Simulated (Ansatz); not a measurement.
## Elastic-constant calculation of Ta$_{2}$N (part 1 of 2)

The run: elastic-constant calculation of Ta$_{2}$N (P-31m, 9 atoms in the cell). Method and program: DFT LDA, scalar-relativistic, plane waves, PAW, no spin polarisation (Ansatz 0.2.0).

The structure derives from a Materials Project entry. It belongs to a series of runs on one base structure; here: elastic constants, atoms clamped.

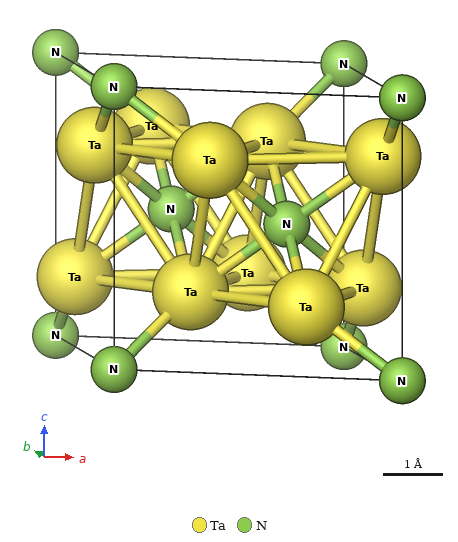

The structure (ball-and-stick view of the cell of the calculation, seen slightly off an axis). An atom can appear more than once, as a periodic image.

## Key numbers

- outcome: converged
- space group (tolerance 0.01 Å): P-31m (162)
- electrons treated: 93
- free energy: −59227.2443 eV
- Fermi energy: 20.280 eV
- gap on the k-point mesh: none (metallic)
- pressure: 0.00 GPa
- bulk modulus (Hill): 318.7 GPa
- shear modulus (Hill): 173.4 GPa
- largest force (length of the vector): 0.001 eV/Å
- elastic stability: stable
- hardware: 2 threads of Intel Xeon (Sapphire Rapids), 192 GiB of memory available, shared host
- wall time: 8.8 min (CPU time 17 min)
- peak memory: 2.8 GiB

Results for this metal are sensitive to the k-point mesh. Spin–orbit coupling is left out, which matters for Ta. The cell holds an odd number of electrons but the run has no spin polarisation, so a band is left half filled.

## Input
```yaml
crystal:
  lattice:
    - [5.2289405949, 0.0, 0.0]
    - [-2.6144702974, 4.5283953901, 0.0]
    - [0.0, 0.0, 4.8859305182]
  atoms:
    - { symbol: Ta, position: [0.6669978863, 0.6669978863, 0.7525760539] }
    - { symbol: Ta, position: [0.0, 0.3330021137, 0.7525760539] }
    - { symbol: Ta, position: [0.3330021137, 0.0, 0.7525760539] }
    - { symbol: Ta, position: [0.3330021137, 0.3330021137, 0.2474239461] }
    - { symbol: Ta, position: [0.0, 0.6669978863, 0.2474239461] }
    - { symbol: Ta, position: [0.6669978863, 0.0, 0.2474239461] }
    - { symbol: "N", position: [0.6666666667, 0.3333333333, 0.5] }
    - { symbol: "N", position: [0.3333333333, 0.6666666667, 0.5] }
    - { symbol: "N", position: [0.0, 0.0, 0.0] }
basis:
  ecutwfc: 420
kpoints:
  mp_grid: { grid: [12, 12, 8] }
hamiltonian:
  xc: lda
scf:
  occupations: { method: fermi_dirac, width: 0.15 }
output:
  forces: true
  stress: true
  eigenvalues: true
elastic:
  mode: clamped_ion
  amplitude: 0.005
  stencil: two_point
```

Launched with:
```bash
ansatz run input.yaml --threads 2 --pin off --max-ram 6144MiB --backend cpu --events-out ev --progress --plain --runs-dir out
```

## The program's output
```
band count auto-derived: 61 (N_el = 93.0; filled up to band 47; 56 by the electrons, moments and atoms)
Engine: ansatz 0.2.0, x86_64-unknown-linux-gnu
Pseudopotentials: kind: paw
Pseudopotential: Ta, paw, valence charge 13, recommended cutoff 420 eV (normal), Ta.paw.azcp
Pseudopotential: N, paw, valence charge 5, recommended cutoff 420 eV (normal), N.paw.azcp
Functional definition: SPW92
  exchange = slater_x
  correlation = pw_c
Crystal: 9 atoms, lattice volume = 115.693 Å³
Basis set: ecut = 420 eV, 2255 PW (Γ)
Bands: 61, of which v1, the nominal top of the filled ones, is band 47 counted from 1 (46 counted from 0)
Symmetry: 12 space group operations
Space group: P-31m (ITA 162), of the structure as read, at distance tolerance 4.9e-5 Å
k-points: 131 of 1152
Non-local potential: Ta, projectors of the file, l = 0: 3, l = 1: 2, l = 2: 2, l = 3: 1
Non-local potential: N, projectors of the file, l = 0: 2, l = 1: 2, l = 2: 1
PAW form: soft (Blöchl's): semilocal exchange-correlation on the pseudo side does not see the compensation charge
PAW frozen core: Ta, regenerated for the run's functional, and the local potential with it (the file was generated under x = pbe(κ = 0.804, μ = 0.2195149727645171), c = pbe(β = 0.06672455060314922))
PAW frozen core: N, regenerated for the run's functional, and the local potential with it (the file was generated under x = pbe(κ = 0.804, μ = 0.2195149727645171), c = pbe(β = 0.06672455060314922))
PAW one-centre angular grid: Ta, 590 points (default); XC on 64 Gauss nodes
PAW one-centre angular grid: N, 110 points (default); XC on 64 Gauss nodes
Initial density: superposition of atomic densities (neutral atoms: chi_scale 0, normalization atom), corrected by the library's trained network
Initial wavefunctions: pseudopotential atomic-orbital guess
Functional: x = slater, c = lda
SCF iter   1: F=—  HF=-59227.270804 eV  |F-HF|=—  |Δ(HF+E_count)|=         —  Δρ=9.65e-3  dr2=1.02e-1  ethr=1.77e-3  ⟨swp⟩=5.0  Hψ=30181  notcnv=0
preconditioner: auto → Kerker (q_TF=auto, 2.631 Å⁻¹)  [metal: Δε(μ)=0.010 eV  Ē_g=8.813 eV  σ=0.150 eV  W_gap=0.02  n_scr=28 (ndim 8)  ℏωp=23.2 eV  f_vac=0.000  D(μ)=3.23/eV (n_scr^D=20)]
SCF iter   2: F=—  HF=-59227.252318 eV  |F-HF|=—  |Δ(HF+E_count)|=   1.85e-2  Δρ=5.06e-3  dr2=2.94e-2  ethr=1.10e-4  ⟨swp⟩=1.3  Hψ=9352  notcnv=0
SCF iter   3: F=—  HF=-59227.245970 eV  |F-HF|=—  |Δ(HF+E_count)|=   6.35e-3  Δρ=2.02e-3  dr2=5.89e-3  ethr=3.16e-5  ⟨swp⟩=2.0  Hψ=8861  notcnv=0
SCF iter   4: F=—  HF=-59227.244322 eV  |F-HF|=—  |Δ(HF+E_count)|=   1.65e-3  Δρ=3.82e-4  dr2=2.07e-4  ethr=6.33e-6  ⟨swp⟩=2.0  Hψ=10752  notcnv=0
SCF iter   5: F=—  HF=-59227.244275 eV  |F-HF|=—  |Δ(HF+E_count)|=   4.72e-5  Δρ=1.24e-4  dr2=1.56e-5  ethr=2.23e-7  ⟨swp⟩=2.0  Hψ=10847  notcnv=0
SCF iter   6: F=—  HF=-59227.244274 eV  |F-HF|=—  |Δ(HF+E_count)|=   1.34e-6  Δρ=3.51e-5  dr2=1.31e-6  ethr=1.68e-8  ⟨swp⟩=2.0  Hψ=10819  notcnv=0
SCF iter   7: F=—  HF=-59227.244272 eV  |F-HF|=—  |Δ(HF+E_count)|=   1.35e-6  Δρ=6.39e-6  dr2=4.86e-8  ethr=1.41e-9  ⟨swp⟩=2.0  Hψ=10900  notcnv=0
SCF iter   8: F=—  HF=-59227.244272 eV  |F-HF|=—  |Δ(HF+E_count)|=   1.47e-8  Δρ=1.28e-6  dr2=1.65e-9  ethr=5.23e-11  ⟨swp⟩=2.0  Hψ=10449  notcnv=0
SCF iter   9: F=—  HF=-59227.244272 eV  |F-HF|=—  |Δ(HF+E_count)|=  3.78e-10  Δρ=1.63e-7  dr2=5.68e-11  ethr=1.78e-12  ⟨swp⟩=2.0  Hψ=10858  notcnv=0
SCF iter  10: F=—  HF=-59227.244272 eV  |F-HF|=—  |Δ(HF+E_count)|=  1.46e-11  Δρ=2.77e-8  dr2=1.64e-12  ethr=6.10e-14 (applied; sched 1.00e-12)  ⟨swp⟩=2.1  Hψ=11246  notcnv=0  defer=1
SCF iter  11: F=—  HF=-59227.244272 eV  |F-HF|=—  |Δ(HF+E_count)|=  7.28e-12  Δρ=9.20e-9  dr2=1.11e-13  ethr=1.76e-15 (applied; sched 1.00e-12)  ⟨swp⟩=2.3  Hψ=12228  notcnv=0  defer=1
SCF iter  12: F=-59227.244272 eV  HF=-59227.244272 eV  |F-HF|=2.18e-11  |Δ(HF+E_count)|=    0.00e0  Δρ=3.13e-9  dr2=1.21e-14  ethr=1.00e-12  ⟨swp⟩=4.3  Hψ=24075  notcnv=0
SCF 1 converged in 12 iterations: F = -59227.244272 eV  dr2 = 1.21e-14
  greatest PAW one-centre occupation: 1.000 electrons in one spin orbital (limit 2), on the Ta atom at site 5 (counted from 0), in its partial waves of l = 0
Crystal: 9 atoms, lattice volume = 115.114 Å³
Basis set: ecut = 420 eV, 2247 PW (Γ)
Symmetry: 4 space group operations
k-points: 320 of 1152
Initial density: handed on by an earlier stage of this run
Initial wavefunctions: those handed on with the density
iter 1 solved again at ethr=9.09e-7 eV; its pass at ethr=3.10e-3 eV (dr2=8.45e-4 eV) is discarded
SCF iter   1: F=—  HF=-59227.239776 eV  |F-HF|=—  |Δ(HF+E_count)|=         —  Δρ=9.93e-4  dr2=9.74e-4  ethr=9.09e-7  ⟨swp⟩=3.0  Hψ=91179  notcnv=0  defer=2
preconditioner: auto → Kerker (q_TF=auto, 2.633 Å⁻¹)  [metal: Δε(μ)=0.007 eV  Ē_g=8.893 eV  σ=0.150 eV  W_gap=0.01  n_scr=28 (ndim 8)  ℏωp=23.2 eV  f_vac=0.000  D(μ)=3.21/eV (n_scr^D=20)]
SCF iter   2: F=—  HF=-59227.239539 eV  |F-HF|=—  |Δ(HF+E_count)|=   2.37e-4  Δρ=4.54e-4  dr2=2.15e-4  ethr=9.09e-7  ⟨swp⟩=2.0  Hψ=23771  notcnv=0  defer=2
SCF iter   3: F=—  HF=-59227.239468 eV  |F-HF|=—  |Δ(HF+E_count)|=   7.08e-5  Δρ=1.60e-4  dr2=3.17e-5  ethr=2.31e-7  ⟨swp⟩=2.5  Hψ=26308  notcnv=0  defer=2
SCF iter   4: F=—  HF=-59227.239458 eV  |F-HF|=—  |Δ(HF+E_count)|=   9.69e-6  Δρ=2.86e-5  dr2=6.67e-7  ethr=3.41e-8  ⟨swp⟩=2.0  Hψ=26521  notcnv=0  defer=2
SCF iter   5: F=—  HF=-59227.239458 eV  |F-HF|=—  |Δ(HF+E_count)|=   5.71e-9  Δρ=6.44e-6  dr2=3.40e-8  ethr=7.18e-10  ⟨swp⟩=2.0  Hψ=26701  notcnv=0  defer=2
SCF iter   6: F=—  HF=-59227.239458 eV  |F-HF|=—  |Δ(HF+E_count)|=   8.86e-9  Δρ=1.73e-6  dr2=4.79e-9  ethr=3.66e-11  ⟨swp⟩=2.0  Hψ=27384  notcnv=0  defer=2
SCF iter   7: F=—  HF=-59227.239458 eV  |F-HF|=—  |Δ(HF+E_count)|=  8.22e-10  Δρ=4.01e-7  dr2=3.64e-10  ethr=5.15e-12  ⟨swp⟩=2.0  Hψ=26019  notcnv=0  defer=2
SCF iter   8: F=—  HF=-59227.239458 eV  |F-HF|=—  |Δ(HF+E_count)|=  7.28e-11  Δρ=7.62e-8  dr2=1.50e-11  ethr=3.91e-13 (applied; sched 1.00e-12)  ⟨swp⟩=2.0  Hψ=25792  notcnv=0  defer=2
SCF iter   9: F=—  HF=-59227.239458 eV  |F-HF|=—  |Δ(HF+E_count)|=    0.00e0  Δρ=1.52e-8  dr2=5.18e-13  ethr=1.61e-14 (applied; sched 1.00e-12)  ⟨swp⟩=2.0  Hψ=26734  notcnv=0  defer=2
SCF iter  10: F=-59227.239458 eV  HF=-59227.239458 eV  |F-HF|=2.18e-11  |Δ(HF+E_count)|=  7.28e-12  Δρ=3.93e-9  dr2=2.30e-14  ethr=1.00e-12  ⟨swp⟩=4.1  Hψ=58957  notcnv=0
SCF 2 converged in 10 iterations: F = -59227.239458 eV  dr2 = 2.30e-14
Crystal: 9 atoms, lattice volume = 116.271 Å³
Basis set: ecut = 420 eV, 2263 PW (Γ)
iter 1 solved again at ethr=1.51e-9 eV; its pass at ethr=3.10e-3 eV (dr2=1.40e-6 eV) is discarded
SCF iter   1: F=—  HF=-59227.239535 eV  |F-HF|=—  |Δ(HF+E_count)|=         —  Δρ=1.90e-4  dr2=1.46e-6  ethr=1.51e-9  ⟨swp⟩=3.0  Hψ=92615  notcnv=0  defer=2
preconditioner: auto → Kerker (q_TF=auto, 2.629 Å⁻¹)  [metal: Δε(μ)=0.007 eV  Ē_g=8.819 eV  σ=0.150 eV  W_gap=0.01  n_scr=28 (ndim 8)  ℏωp=23.1 eV  f_vac=0.000  D(μ)=3.23/eV (n_scr^D=20)]
SCF iter   2: F=—  HF=-59227.239547 eV  |F-HF|=—  |Δ(HF+E_count)|=   1.21e-5  Δρ=9.65e-5  dr2=3.54e-7  ethr=1.51e-9  ⟨swp⟩=1.2  Hψ=19589  notcnv=0  defer=2
SCF iter   3: F=—  HF=-59227.239551 eV  |F-HF|=—  |Δ(HF+E_count)|=   4.17e-6  Δρ=9.95e-6  dr2=5.38e-8  ethr=3.81e-10  ⟨swp⟩=2.0  Hψ=22626  notcnv=0  defer=2
SCF iter   4: F=—  HF=-59227.239551 eV  |F-HF|=—  |Δ(HF+E_count)|=   1.24e-8  Δρ=2.69e-6  dr2=3.34e-9  ethr=5.78e-11  ⟨swp⟩=2.0  Hψ=26335  notcnv=0  defer=2
SCF iter   5: F=—  HF=-59227.239551 eV  |F-HF|=—  |Δ(HF+E_count)|=   1.38e-9  Δρ=4.49e-7  dr2=2.20e-10  ethr=3.59e-12  ⟨swp⟩=2.0  Hψ=26592  notcnv=0  defer=2
SCF iter   6: F=—  HF=-59227.239551 eV  |F-HF|=—  |Δ(HF+E_count)|=  7.28e-11  Δρ=8.99e-8  dr2=7.30e-12  ethr=2.36e-13 (applied; sched 1.00e-12)  ⟨swp⟩=2.0  Hψ=26664  notcnv=0  defer=2
SCF iter   7: F=—  HF=-59227.239551 eV  |F-HF|=—  |Δ(HF+E_count)|=  2.18e-11  Δρ=1.86e-8  dr2=6.10e-13  ethr=7.85e-15 (applied; sched 1.00e-12)  ⟨swp⟩=2.0  Hψ=27775  notcnv=0  defer=2
SCF iter   8: F=-59227.239551 eV  HF=-59227.239551 eV  |F-HF|=1.46e-11  |Δ(HF+E_count)|=  7.28e-12  Δρ=4.53e-9  dr2=3.58e-14  ethr=1.00e-12  ⟨swp⟩=4.0  Hψ=58354  notcnv=0
SCF 3 converged in 8 iterations: F = -59227.239551 eV  dr2 = 3.58e-14
  greatest PAW one-centre occupation: 1.000 electrons in one spin orbital (limit 2), on the Ta atom at site 4 (counted from 0), in its partial waves of l = 0
iter 1 solved again at ethr=6.21e-7 eV; its pass at ethr=3.10e-3 eV (dr2=5.77e-4 eV) is discarded
SCF iter   1: F=—  HF=-59227.239757 eV  |F-HF|=—  |Δ(HF+E_count)|=         —  Δρ=7.91e-4  dr2=6.69e-4  ethr=6.21e-7  ⟨swp⟩=3.1  Hψ=39292  notcnv=0  defer=1
preconditioner: auto → Kerker (q_TF=auto, 2.633 Å⁻¹)  [metal: Δε(μ)=0.026 eV  Ē_g=8.892 eV  σ=0.150 eV  W_gap=0.04  n_scr=28 (ndim 8)  ℏωp=23.2 eV  f_vac=0.000  D(μ)=3.19/eV (n_scr^D=20)]
SCF iter   2: F=—  HF=-59227.239599 eV  |F-HF|=—  |Δ(HF+E_count)|=   1.58e-4  Δρ=3.89e-4  dr2=1.82e-4  ethr=6.21e-7  ⟨swp⟩=2.0  Hψ=9474  notcnv=0  defer=1
SCF iter   3: F=—  HF=-59227.239537 eV  |F-HF|=—  |Δ(HF+E_count)|=   6.16e-5  Δρ=1.37e-4  dr2=2.29e-5  ethr=1.96e-7  ⟨swp⟩=2.2  Hψ=9518  notcnv=0  defer=1
SCF iter   4: F=—  HF=-59227.239532 eV  |F-HF|=—  |Δ(HF+E_count)|=   4.96e-6  Δρ=2.68e-5  dr2=5.71e-7  ethr=2.47e-8  ⟨swp⟩=2.0  Hψ=10951  notcnv=0  defer=1
SCF iter   5: F=—  HF=-59227.239533 eV  |F-HF|=—  |Δ(HF+E_count)|=   8.83e-7  Δρ=6.80e-6  dr2=4.33e-8  ethr=6.14e-10  ⟨swp⟩=2.3  Hψ=12373  notcnv=0  defer=1
SCF iter   6: F=—  HF=-59227.239533 eV  |F-HF|=—  |Δ(HF+E_count)|=   9.50e-9  Δρ=1.68e-6  dr2=2.60e-9  ethr=4.66e-11  ⟨swp⟩=2.0  Hψ=10914  notcnv=0  defer=1
SCF iter   7: F=—  HF=-59227.239533 eV  |F-HF|=—  |Δ(HF+E_count)|=  4.29e-10  Δρ=3.13e-7  dr2=1.48e-10  ethr=2.79e-12  ⟨swp⟩=2.0  Hψ=11091  notcnv=0  defer=1
SCF iter   8: F=—  HF=-59227.239533 eV  |F-HF|=—  |Δ(HF+E_count)|=  1.46e-11  Δρ=4.97e-8  dr2=3.87e-12  ethr=1.59e-13 (applied; sched 1.00e-12)  ⟨swp⟩=2.0  Hψ=10701  notcnv=0  defer=1
SCF iter   9: F=-59227.239533 eV  HF=-59227.239533 eV  |F-HF|=1.46e-11  |Δ(HF+E_count)|=    0.00e0  Δρ=7.74e-9  dr2=9.54e-14  ethr=1.00e-12  ⟨swp⟩=3.0  Hψ=31332  notcnv=0
SCF 4 converged in 9 iterations: F = -59227.239533 eV  dr2 = 9.54e-14
iter 1 solved again at ethr=9.29e-10 eV; its pass at ethr=3.10e-3 eV (dr2=8.64e-7 eV) is discarded
SCF iter   1: F=—  HF=-59227.239664 eV  |F-HF|=—  |Δ(HF+E_count)|=         —  Δρ=1.61e-4  dr2=9.19e-7  ethr=9.29e-10  ⟨swp⟩=3.0  Hψ=38201  notcnv=0  defer=1
preconditioner: auto → Kerker (q_TF=auto, 2.629 Å⁻¹)  [metal: Δε(μ)=0.010 eV  Ē_g=8.819 eV  σ=0.150 eV  W_gap=0.02  n_scr=28 (ndim 8)  ℏωp=23.1 eV  f_vac=0.000  D(μ)=3.24/eV (n_scr^D=20)]
SCF iter   2: F=—  HF=-59227.239674 eV  |F-HF|=—  |Δ(HF+E_count)|=   9.55e-6  Δρ=8.16e-5  dr2=2.20e-7  ethr=9.29e-10  ⟨swp⟩=1.3  Hψ=8039  notcnv=0  defer=1
SCF iter   3: F=—  HF=-59227.239677 eV  |F-HF|=—  |Δ(HF+E_count)|=   3.31e-6  Δρ=7.08e-6  dr2=3.26e-8  ethr=2.36e-10  ⟨swp⟩=2.0  Hψ=8875  notcnv=0  defer=1
SCF iter   4: F=—  HF=-59227.239677 eV  |F-HF|=—  |Δ(HF+E_count)|=   7.57e-9  Δρ=1.77e-6  dr2=3.07e-9  ethr=3.51e-11  ⟨swp⟩=2.0  Hψ=10700  notcnv=0  defer=1
SCF iter   5: F=—  HF=-59227.239677 eV  |F-HF|=—  |Δ(HF+E_count)|=  1.96e-10  Δρ=3.85e-7  dr2=2.84e-10  ethr=3.30e-12  ⟨swp⟩=2.0  Hψ=10715  notcnv=0  defer=1
SCF iter   6: F=—  HF=-59227.239677 eV  |F-HF|=—  |Δ(HF+E_count)|=  7.28e-11  Δρ=9.42e-8  dr2=1.12e-11  ethr=3.05e-13 (applied; sched 1.00e-12)  ⟨swp⟩=2.0  Hψ=11267  notcnv=0  defer=1
SCF iter   7: F=—  HF=-59227.239677 eV  |F-HF|=—  |Δ(HF+E_count)|=    0.00e0  Δρ=3.50e-8  dr2=1.46e-12  ethr=1.20e-14 (applied; sched 1.00e-12)  ⟨swp⟩=2.0  Hψ=11085  notcnv=0  defer=1
SCF iter   8: F=-59227.239677 eV  HF=-59227.239677 eV  |F-HF|=2.18e-11  |Δ(HF+E_count)|=    0.00e0  Δρ=5.04e-9  dr2=3.72e-14  ethr=1.00e-12  ⟨swp⟩=3.0  Hψ=28782  notcnv=0
SCF 5 converged in 8 iterations: F = -59227.239677 eV  dr2 = 3.72e-14
Crystal: 9 atoms, lattice volume = 115.692 Å³
Basis set: ecut = 420 eV, 2257 PW (Γ)
Symmetry: 2 space group operations
k-points: 580 of 1152
iter 1 solved again at ethr=2.32e-7 eV; its pass at ethr=3.10e-3 eV (dr2=2.16e-4 eV) is discarded
```
